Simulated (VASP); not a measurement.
**SnO2: geometry relaxation (part 2 of 3)**

Continued. System: SnO2 (P4₂/mnm, 6 atoms in the cell). Method: Kohn-Sham DFT of a periodic cell, PBE with D3(BJ), VASP PAW PBE potentials, recommended, no spin polarisation (VASP 6.6.1); cutoff 600 eV, 6×6×8 k-mesh, Gaussian smearing of 0.03 eV. The structure derives from an entry of the Crystallography Open Database.

Geometry of the input (Å; fractional positions):
```
4.7380  0.0000  0.0000
0.0000  4.7380  0.0000
0.0000  0.0000  3.1865
Sn 0.0000  0.0000  0.0000
Sn 0.5000  0.5000  0.5000
O  0.3071  0.3071  0.0000
O  0.1929  0.8071  0.5000
O  0.6929  0.6929  0.0000
O  0.8071  0.1929  0.5000
```

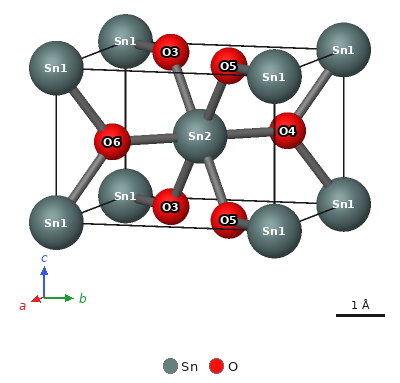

**Figure 1.** The geometry at step 1 of the log (ball-and-stick view of the cell of the calculation, seen slightly off an axis; atoms are numbered from 1 in the order of the input).

### Parts of OUTCAR, continued
```
 -----------------------------------------------------------------------------------
      0.00000      0.00000      0.00000        -0.000000      0.000000      0.000000
      2.36900      2.36900      1.59325        -0.000000      0.000000      0.000000
      1.45504      1.45504      0.00000        -0.211147     -0.211147     -0.000000
      0.91396      3.82404      1.59325         0.211147     -0.211147     -0.000000
      3.28296      3.28296      0.00000         0.211147      0.211147      0.000000
      3.82404      0.91396      1.59325        -0.211147      0.211147      0.000000
 -----------------------------------------------------------------------------------
    total drift:                               -0.000000     -0.000000      0.000000

  FREE ENERGIE OF THE ION-ELECTRON SYSTEM (eV)
  ---------------------------------------------------
  free  energy   TOTEN  =       -38.5092819278 eV

  energy  without entropy=      -38.5092819278  energy(sigma->0) =      -38.50928193

--------------------------------------- Ionic step        2  -------------------------------------------

 number of electron      52.0000008 magnetization

------------------------ aborting loop because EDIFF is reached ----------------------------------------

 Edisp (eV)   -1.22058

 E8    (eV) :    -0.4908

  FORCE on cell =-STRESS in cart. coord.  units (eV):
  Direction    XX          YY          ZZ          XY          YZ          ZX
  --------------------------------------------------------------------------------------
  -------------------------------------------------------------------------------------
  Total      -3.67163    -3.67163    -5.65835     0.00000     0.00000     0.00000
  in kB     -75.15153   -75.15153  -115.81613     0.00000     0.00000     0.00000
  external pressure =      -88.71 kB  Pullay stress =        0.00 kB

 VOLUME and BASIS-vectors are now :
 -----------------------------------------------------------------------------
  energy-cutoff  :      600.00
  volume of cell :       78.28
      direct lattice vectors                 reciprocal lattice vectors
     4.863651712 -0.000000000  0.000000000     0.205606828 -0.000000000  0.000000000
     0.000000000  4.863651712  0.000000000     0.000000000  0.205606828  0.000000000
     0.000000000  0.000000000  3.309075637     0.000000000  0.000000000  0.302199197

 POSITION                                       TOTAL-FORCE (eV/Angst)
 -----------------------------------------------------------------------------------
      4.86365     -0.00000      0.00000         0.000000     -0.000000     -0.000000
      2.43183      2.43183      1.65454        -0.000000     -0.000000     -0.000000
      1.48317      1.48317      3.30908         0.216890      0.216890      0.000000
      0.94865      3.91500      1.65454        -0.216890      0.216890     -0.000000
      3.38048      3.38048      0.00000        -0.216890     -0.216890     -0.000000
      3.91500      0.94865      1.65454         0.216890     -0.216890     -0.000000
 -----------------------------------------------------------------------------------
    total drift:                                0.000000     -0.000000     -0.000000

  FREE ENERGIE OF THE ION-ELECTRON SYSTEM (eV)
  ---------------------------------------------------
  free  energy   TOTEN  =       -38.4621512257 eV

  energy  without entropy=      -38.4621512233  energy(sigma->0) =      -38.46215122

--------------------------------------- Ionic step        3  -------------------------------------------

 number of electron      52.0000003 magnetization

------------------------ aborting loop because EDIFF is reached ----------------------------------------

 Edisp (eV)   -1.28666

 E8    (eV) :    -0.5173

  FORCE on cell =-STRESS in cart. coord.  units (eV):
  Direction    XX          YY          ZZ          XY          YZ          ZX
  --------------------------------------------------------------------------------------
  -------------------------------------------------------------------------------------
  Total       0.04198     0.04198    -0.19976     0.00000     0.00000     0.00000
  in kB       0.90421     0.90421    -4.30277     0.00000     0.00000     0.00000
  external pressure =       -0.83 kB  Pullay stress =        0.00 kB

 VOLUME and BASIS-vectors are now :
 -----------------------------------------------------------------------------
  energy-cutoff  :      600.00
  volume of cell :       74.38
      direct lattice vectors                 reciprocal lattice vectors
     4.792001121 -0.000000000  0.000000000     0.208681086 -0.000000000  0.000000000
     0.000000000  4.792001121  0.000000000     0.000000000  0.208681086  0.000000000
     0.000000000  0.000000000  3.239179121     0.000000000  0.000000000  0.308720192

 POSITION                                       TOTAL-FORCE (eV/Angst)
 -----------------------------------------------------------------------------------
      0.00000      0.00000      0.00000         0.000000      0.000000      0.000000
      2.39600      2.39600      1.61959         0.000000      0.000000      0.000000
      1.46704      1.46704      0.00000         0.008478      0.008478      0.000000
      0.92896      3.86304      1.61959        -0.008478      0.008478      0.000000
      3.32496      3.32496      0.00000        -0.008478     -0.008478      0.000000
      3.86304      0.92896      1.61959         0.008478     -0.008478      0.000000
 -----------------------------------------------------------------------------------
    total drift:                               -0.000000      0.000000     -0.000000

  FREE ENERGIE OF THE ION-ELECTRON SYSTEM (eV)
  ---------------------------------------------------
  free  energy   TOTEN  =       -38.5867947784 eV

  energy  without entropy=      -38.5867947784  energy(sigma->0) =      -38.58679478

--------------------------------------- Ionic step        4  -------------------------------------------

 number of electron      52.0000003 magnetization

------------------------ aborting loop because EDIFF is reached ----------------------------------------

 Edisp (eV)   -1.28769

 E8    (eV) :    -0.5177

  FORCE on cell =-STRESS in cart. coord.  units (eV):
  Direction    XX          YY          ZZ          XY          YZ          ZX
  --------------------------------------------------------------------------------------
  -------------------------------------------------------------------------------------
  Total       0.11891     0.11891    -0.09312     0.00000     0.00000     0.00000
  in kB       2.56338     2.56338    -2.00734     0.00000     0.00000     0.00000
  external pressure =        1.04 kB  Pullay stress =        0.00 kB

 VOLUME and BASIS-vectors are now :
 -----------------------------------------------------------------------------
  energy-cutoff  :      600.00
  volume of cell :       74.32
      direct lattice vectors                 reciprocal lattice vectors
     4.790921098 -0.000000000  0.000000000     0.208728130 -0.000000000  0.000000000
     0.000000000  4.790921098  0.000000000     0.000000000  0.208728130  0.000000000
     0.000000000  0.000000000  3.238125538     0.000000000  0.000000000  0.308820640

 POSITION                                       TOTAL-FORCE (eV/Angst)
 -----------------------------------------------------------------------------------
      0.00000      0.00000      0.00000        -0.000000      0.000000     -0.000000
      2.39546      2.39546      1.61906        -0.000000      0.000000     -0.000000
      1.46680      1.46680      0.00000         0.004408      0.004408      0.000000
      0.92866      3.86226      1.61906        -0.004408      0.004408      0.000000
      3.32412      3.32412      0.00000        -0.004408     -0.004408     -0.000000
      3.86226      0.92866      1.61906         0.004408     -0.004408     -0.000000
 -----------------------------------------------------------------------------------
    total drift:                                0.000000      0.000000      0.000000

  FREE ENERGIE OF THE ION-ELECTRON SYSTEM (eV)
  ---------------------------------------------------
  free  energy   TOTEN  =       -38.5868047506 eV

  energy  without entropy=      -38.5868047506  energy(sigma->0) =      -38.58680475

--------------------------------------- Ionic step        5  -------------------------------------------

 number of electron      52.0000004 magnetization

 Free energy of the ion-electron system (eV)
  ---------------------------------------------------
  ext. energy  EPLUGINS =         0.00000000
  ---------------------------------------------------
  free energy    TOTEN  =       -37.30010746 eV

  energy without entropy =      -37.30010746  energy(sigma->0) =      -37.30010746

 E-fermi :   5.8618     XC(G=0): -11.0557     alpha+bet :-13.7476

 val. band max:        5.6979504870   @ k =   0.0000   0.0000   0.0000
 cond. band min:       6.4969231082   @ k =   0.0000   0.0000   0.0000
 fundamental gap:      0.7989726212
 Fermi energy:         5.8618086786

 k-point     1 :       0.0000    0.0000    0.0000
  band No.  band energies     occupation
      1     -15.3537      2.00000
      2     -14.6446      2.00000
      3     -14.4496      2.00000
      4     -14.4221      2.00000
      5     -14.4221      2.00000
      6     -14.3618      2.00000
      7     -14.3210      2.00000
      8     -14.2469      2.00000
      9     -14.2031      2.00000
     10     -14.2031      2.00000
     11     -13.0377      2.00000
     12     -11.2866      2.00000
     13     -11.2866      2.00000
     14      -9.6709      2.00000
     15      -2.3187      2.00000
     16       1.7634      2.00000
     17       1.7634      2.00000
     18       1.8480      2.00000
     19       2.7355      2.00000
     20       3.7146      2.00000
     21       3.7503      2.00000
     22       4.4338      2.00000
     23       4.4338      2.00000
     24       4.9511      2.00000
     25       4.9511      2.00000
     26       5.6980      2.00000
     27       6.4969      0.00000
     28      11.4835      0.00000
     29      11.7946      0.00000
     30      11.7946      0.00000
     31      15.8590      0.00000

 k-point     2 :       0.1667    0.0000    0.0000
  band No.  band energies     occupation
      1     -15.3144      2.00000
      2     -14.6894      2.00000
      3     -14.4491      2.00000
      4     -14.4205      2.00000
      5     -14.4204      2.00000
      6     -14.3921      2.00000
      7     -14.3153      2.00000
      8     -14.2511      2.00000
      9     -14.2051      2.00000
     10     -14.2050      2.00000
     11     -12.9536      2.00000
     12     -11.4572      2.00000
     13     -11.1408      2.00000
     14      -9.7286      2.00000
     15      -2.1355      2.00000
     16       1.2622      2.00000
     17       1.8893      2.00000
     18       1.9494      2.00000
     19       2.8839      2.00000
     20       3.5414      2.00000
     21       3.9375      2.00000
     22       4.3808      2.00000
     23       4.4419      2.00000
     24       4.4616      2.00000
     25       4.9681      2.00000
     26       5.5650      2.00000
     27       7.2332      0.00000
     28      11.2414      0.00000
     29      11.9210      0.00000
     30      12.0378      0.00000
     31      16.1156      0.00000

 k-point     3 :       0.3333    0.0000    0.0000
  band No.  band energies     occupation
      1     -15.2007      2.00000
      2     -14.8338      2.00000
      3     -14.4474      2.00000
      4     -14.4291      2.00000
      5     -14.4171      2.00000
      6     -14.4170      2.00000
      7     -14.3004      2.00000
      8     -14.2632      2.00000
      9     -14.2091      2.00000
     10     -14.2089      2.00000
     11     -12.7049      2.00000
     12     -11.8607      2.00000
     13     -10.7730      2.00000
     14      -9.9458      2.00000
     15      -1.5955      2.00000
     16       0.2670      2.00000
     17       2.2369      2.00000
     18       2.2451      2.00000
     19       3.1362      2.00000
     20       3.2836      2.00000
     21       3.5220      2.00000
     22       4.0713      2.00000
     23       4.4624      2.00000
     24       4.4884      2.00000
     25       5.0129      2.00000
     26       5.2782      2.00000
     27       8.4906      0.00000
     28      10.6721      0.00000
     29      12.2670      0.00000
     30      12.4127      0.00000
     31      16.3046      0.00000

 k-point     4 :       0.5000    0.0000    0.0000
  band No.  band energies     occupation
      1     -15.0279      2.00000
      2     -15.0279      2.00000
      3     -14.4429      2.00000
      4     -14.4429      2.00000
      5     -14.4153      2.00000
      6     -14.4153      2.00000
      7     -14.2811      2.00000
      8     -14.2811      2.00000
      9     -14.2110      2.00000
     10     -14.2110      2.00000
     11     -12.3180      2.00000
     12     -12.3180      2.00000
     13     -10.3268      2.00000
     14     -10.3268      2.00000
     15      -0.7545      2.00000
     16      -0.7545      2.00000
     17       2.6609      2.00000
     18       2.6609      2.00000
     19       2.7986      2.00000
     20       2.7986      2.00000
     21       3.7782      2.00000
     22       3.7782      2.00000
     23       4.4839      2.00000
     24       4.4839      2.00000
     25       5.0903      2.00000
     26       5.0903      2.00000
     27       9.7202      0.00000
     28       9.7202      0.00000
     29      12.5492      0.00000
     30      12.5492      0.00000
     31      16.2977      0.00000

 k-point     5 :       0.1667    0.1667    0.0000
  band No.  band energies     occupation
      1     -15.2836      2.00000
      2     -14.7398      2.00000
      3     -14.4480      2.00000
      4     -14.4226      2.00000
      5     -14.4168      2.00000
      6     -14.4077      2.00000
      7     -14.3103      2.00000
      8     -14.2546      2.00000
      9     -14.2091      2.00000
     10     -14.2029      2.00000
     11     -12.8631      2.00000
     12     -11.3142      2.00000
     13     -11.3106      2.00000
     14      -9.8062      2.00000
     15      -1.9436      2.00000
     16       1.1312      2.00000
     17       1.7768      2.00000
     18       2.0419      2.00000
     19       3.0029      2.00000
     20       3.4175      2.00000
     21       3.9698      2.00000
     22       4.1028      2.00000
     23       4.4148      2.00000
     24       4.4888      2.00000
     25       4.9282      2.00000
     26       5.4578      2.00000
     27       7.7419      0.00000
     28      11.0584      0.00000
     29      12.1383      0.00000
     30      12.1627      0.00000
     31      16.1228      0.00000

 [... the levels of 18 k-points are left out ...]

 k-point    24 :       0.5000    0.0000    0.2500
  band No.  band energies     occupation
      1     -15.0585      2.00000
      2     -15.0585      2.00000
      3     -14.5619      2.00000
      4     -14.5619      2.00000
      5     -14.3491      2.00000
      6     -14.3491      2.00000
      7     -14.2759      2.00000
      8     -14.2759      2.00000
      9     -14.2450      2.00000
     10     -14.2450      2.00000
     11     -11.9510      2.00000
     12     -11.9510      2.00000
     13     -10.0559      2.00000
     14     -10.0559      2.00000
     15      -0.7589      2.00000
     16      -0.7589      2.00000
     17       0.7926      2.00000
     18       0.7926      2.00000
     19       2.5971      2.00000
     20       2.5971      2.00000
     21       4.1355      2.00000
     22       4.1355      2.00000
     23       4.3896      2.00000
     24       4.3896      2.00000
     25       4.9111      2.00000
     26       4.9111      2.00000
     27      10.8180      0.00000
     28      10.8180      0.00000
     29      14.1728      0.00000
     30      14.1728      0.00000
     31      14.8756      0.00000

 [... further k-points ...]

------------------------ aborting loop because EDIFF is reached ----------------------------------------

 Edisp (eV)   -1.28687

 E8    (eV) :    -0.5174

  FORCE on cell =-STRESS in cart. coord.  units (eV):
  Direction    XX          YY          ZZ          XY          YZ          ZX
  --------------------------------------------------------------------------------------
  -------------------------------------------------------------------------------------
  Total       0.05589     0.05589    -0.01435     0.00000     0.00000     0.00000
  in kB       1.20404     1.20404    -0.30912     0.00000     0.00000     0.00000
  external pressure =        0.70 kB  Pullay stress =        0.00 kB

 VOLUME and BASIS-vectors are now :
 -----------------------------------------------------------------------------
  energy-cutoff  :      600.00
  volume of cell :       74.37
      direct lattice vectors                 reciprocal lattice vectors
     4.794355921 -0.000000000  0.000000000     0.208578590 -0.000000000  0.000000000
     0.000000000  4.794355921  0.000000000     0.000000000  0.208578590  0.000000000
     0.000000000  0.000000000  3.235378222     0.000000000  0.000000000  0.309082874

 POSITION                                       TOTAL-FORCE (eV/Angst)
 -----------------------------------------------------------------------------------
      0.00000      0.00000      0.00000         0.000000     -0.000000      0.000000
      2.39718      2.39718      1.61769         0.000000     -0.000000      0.000000
      1.46809      1.46809      0.00000        -0.002784     -0.002784      0.000000
      0.92909      3.86527      1.61769         0.002784     -0.002784      0.000000
      3.32627      3.32627      3.23538         0.002784      0.002784     -0.000000
      3.86527      0.92909      1.61769        -0.002784      0.002784     -0.000000
 -----------------------------------------------------------------------------------
    total drift:                                0.000000      0.000000     -0.000000

  FREE ENERGIE OF THE ION-ELECTRON SYSTEM (eV)
  ---------------------------------------------------
  free  energy   TOTEN  =       -38.5869774448 eV

  energy  without entropy=      -38.5869774448  energy(sigma->0) =      -38.58697744

 reached required accuracy - stopping structural energy minimisation
```

### CONTCAR
```
SnO2
   1.00000000000000
     4.7943559212465088   -0.0000000000000000    0.0000000000000000
     0.0000000000000000    4.7943559212465088    0.0000000000000000
     0.0000000000000000    0.0000000000000000    3.2353782217648615
  Sn              O
     2     4
Direct
     0.0000000000000000    0.0000000000000000    0.0000000000000000
     0.5000000000000000    0.5000000000000000    0.5000000000000000
     0.3062121857066943    0.3062121857066943    0.0000000000000000
     0.1937878142933057    0.8062121857066943    0.5000000000000000
     0.6937878142933057    0.6937878142933057    1.0000000000000000
     0.8062121857066943    0.1937878142933057    0.5000000000000000

  0.00000000E+00  0.00000000E+00  0.00000000E+00
  0.00000000E+00  0.00000000E+00  0.00000000E+00
  0.00000000E+00  0.00000000E+00  0.00000000E+00
  0.00000000E+00  0.00000000E+00  0.00000000E+00
  0.00000000E+00  0.00000000E+00  0.00000000E+00
  0.00000000E+00  0.00000000E+00  0.00000000E+00
```

### Trajectory as extended XYZ (Å, eV, eV/Å), 5 frames, from step=0 to step=4
```
6
Lattice="4.7380 0.0000 0.0000 0.0000 4.7380 0.0000 0.0000 0.0000 3.1865" Properties=species:S:1:pos:R:3:forces:R:3 step=0 energy=-38.50928
Sn    0.0000    0.0000    0.0000    0.0000   0.0000   0.0000
Sn    2.3690    2.3690    1.5933    0.0000   0.0000   0.0000
O     1.4550    1.4550    0.0000   -0.2111  -0.2111   0.0000
O     0.9140    3.8240    1.5933    0.2111  -0.2111   0.0000
O     3.2830    3.2830    0.0000    0.2111   0.2111   0.0000
O     3.8240    0.9140    1.5933   -0.2111   0.2111   0.0000
6
Lattice="4.8637 -0.0000 0.0000 0.0000 4.8637 0.0000 0.0000 0.0000 3.3091" Properties=species:S:1:pos:R:3:forces:R:3 step=1 energy=-38.46215
Sn    4.8637    0.0000    0.0000    0.0000   0.0000   0.0000
Sn    2.4318    2.4318    1.6545    0.0000   0.0000   0.0000
O     1.4832    1.4832    3.3091    0.2169   0.2169   0.0000
O     0.9487    3.9150    1.6545   -0.2169   0.2169   0.0000
O     3.3805    3.3805    0.0000   -0.2169  -0.2169   0.0000
O     3.9150    0.9487    1.6545    0.2169  -0.2169   0.0000
6
Lattice="4.7920 -0.0000 0.0000 0.0000 4.7920 0.0000 0.0000 0.0000 3.2392" Properties=species:S:1:pos:R:3:forces:R:3 step=2 energy=-38.58679
Sn    0.0000    0.0000    0.0000    0.0000   0.0000   0.0000
Sn    2.3960    2.3960    1.6196    0.0000   0.0000   0.0000
O     1.4670    1.4670    0.0000    0.0085   0.0085   0.0000
O     0.9290    3.8630    1.6196   -0.0085   0.0085   0.0000
O     3.3250    3.3250    0.0000   -0.0085  -0.0085   0.0000
O     3.8630    0.9290    1.6196    0.0085  -0.0085   0.0000
```
